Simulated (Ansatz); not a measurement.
System: Cs (slab).

Input file:

```
crystal:
  lattice:
    - [5.4953926914, 0.0, 0.0]
    - [-2.7476963457, 4.7591496745, 0.0]
    - [0.0, 0.0, 18.4869693434]
  atoms:
    - { symbol: Cs, position: [0.6666666667, 0.3333333333, 0.3786450808] }
    - { symbol: Cs, position: [0.3333333333, 0.6666666667, 0.6213549192] }
basis:
  ecutwfc: 420
kpoints:
  mp_grid: { grid: [6, 6, 1] }
hamiltonian:
  xc: pbe
scf:
  occupations: { method: gaussian, width: 0.1 }
output:
  forces: true
  eigenvalues: true
  write_density: true
  write_potential: true
  elf: true
  volumetric_format: npy
relax:
  adjacent_minimum: "off"
  f_tol: 0.03
  max_steps: 50
  constraints: [{ sites: [0] }]
efield:
  axis: 3
  dipole_correction: true
  ramp_width: 0.04
```

Command:

```sh
ansatz run input.yaml --threads 1 --pin off --max-ram 3072MiB --backend cpu --events-out ev --progress --plain --runs-dir out
```

The fields are those of the relaxed geometry.

Theory: DFT PBE, scalar-relativistic, plane waves, PAW (Ansatz 0.2.0).

Predict the valence pseudo-density and electron localisation function between the atoms.

Answer. Cs–Cs (5.50 Å): the density is about 0.01 e/Å³ at the midpoint; the ELF is about 0.15 at the midpoint (no localised pair shows between them).

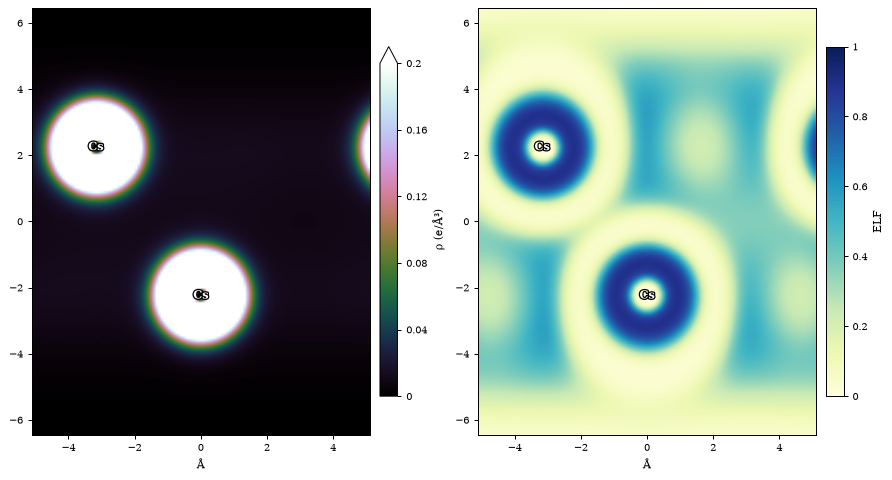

Computed valence pseudo-density and electron localisation function on the (110) plane of the calculation cell, a cut from vacuum to vacuum, in this order. 
